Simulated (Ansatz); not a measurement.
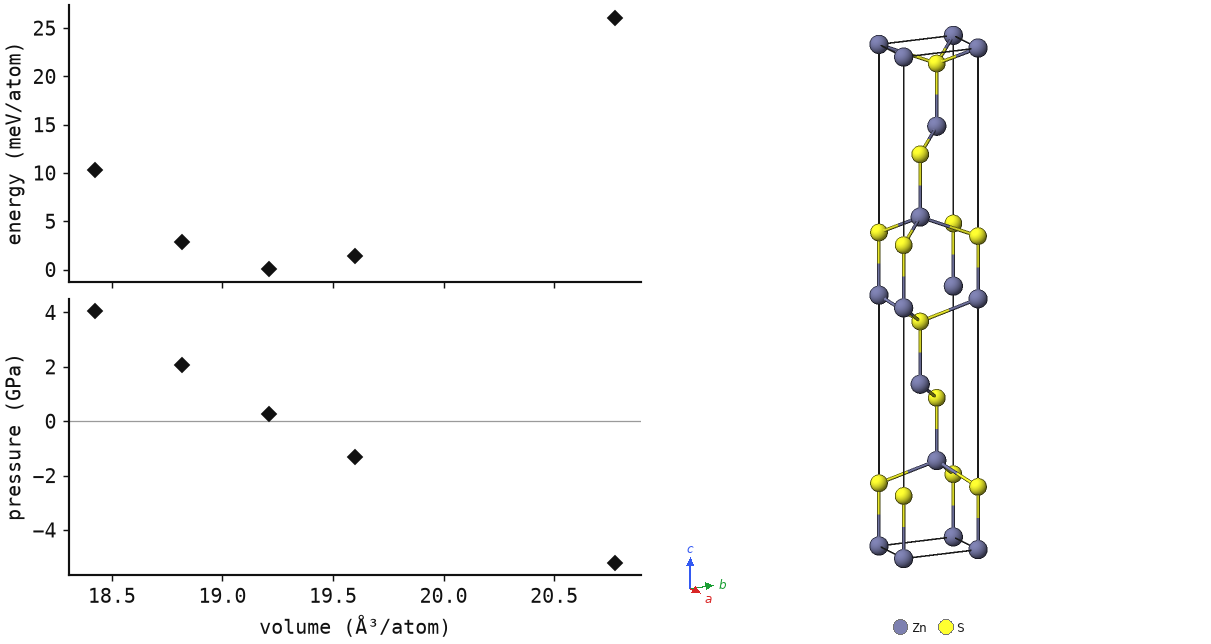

The plot gives the computed energy and pressure against volume for ZnS, space group P6_3mc (No. 186). The conventional cell is drawn beside the plot.

Cell as given: a = 3.812 Å, b = 3.812 Å, c = 18.690 Å, α = 90.00°, β = 90.00°, γ = 120.00°; 12 atoms.

How it was computed, with Ansatz 0.2.0: plane-wave DFT, no spin polarisation; energies at scaled volumes of the given cell, shape and fractions fixed, counted from the fit's minimum, third-order Birch-Murnaghan fit. Level: r2SCAN with D3(BJ).

```csv
setting,value
k mesh,8×8×2
occupations,Fermi–Dirac
smearing width,0.05 eV
potentials,Ansatz PAW
wave cutoff,500 eV
density cutoff,2000 eV
```

The points at volume 19.99 Å³/atom and 20.38 Å³/atom are left out of the plot. What values does the calculation give there?

```tsv
volume (Å³/atom)	energy (meV/atom)	pressure (GPa)
19.99	6.39	-2.76
20.38	14.74	-4.04
```

Caveats: shape and atomic fractions are frozen while scaling, which makes layered, chain and framework solids too stiff.
